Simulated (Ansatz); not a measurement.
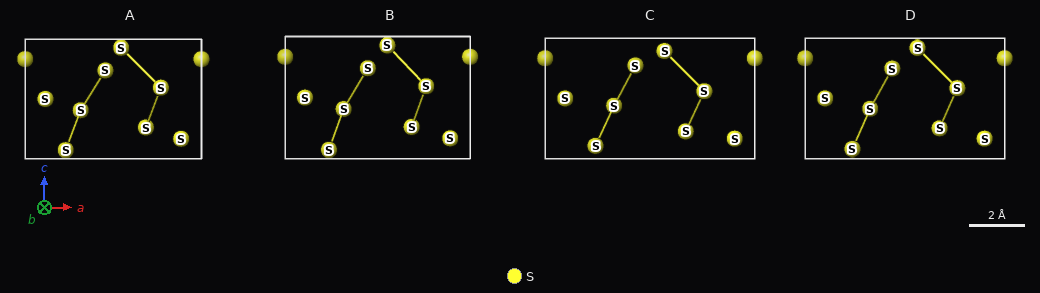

4 geometries from one relaxation of a crystal of S (set up in P3_221), in shuffled order. Style: ball-and-stick. Shown: the cell of the calculation, along the b axis.

Case: relaxed again under DFT PBE, scalar-relativistic, plane waves, PAW.

These are results of Ansatz, DFT PBE, scalar-relativistic, plane waves, PAW, not measurements. Set-up: plane-wave cutoff 420 eV; k-point mesh 6 × 6 × 6; occupations gaussian; smearing width 0.02 eV; no spin polarisation; cell and atoms relaxed; force threshold 0.005 eV/Å; at most 50 steps.

Order the frames from highest to lowest energy.

Answer. A, B, D, C. They are steps 0, 1, 5, 18, at +37.6 meV per atom, +16.8 meV per atom, +4.1 meV per atom relative to the last. The largest moves relative to the cell, 0.24 Å, are those of S atoms. The volume changes by +42.6 %, with a = b 7.455 → 8.865 Å (+18.9 %), c 4.379 → 4.416 Å (+0.8 %). Some distances before and after: S–S 2.083 → 2.078 Å. The space group stays P3_221 (No. 154). The energy falls by 37.6 meV per atom in 15 accepted moves (18 points after the start). Largest force component: 0.033 eV/Å at the start, 0.0041 eV/Å at the end. Pressure: 1.95 GPa at the start and 0.02 GPa at the end. The line search rejected the trial step at point 11 of the run. The SCF was repeated twice at an unchanged geometry on a basis and grid sized afresh for the cell, which shifted the energy by 2.6 meV per atom at most. The run took 4.5 min on 2 threads of Arm Neoverse V1 (shared host), peak memory 0.62 GiB.
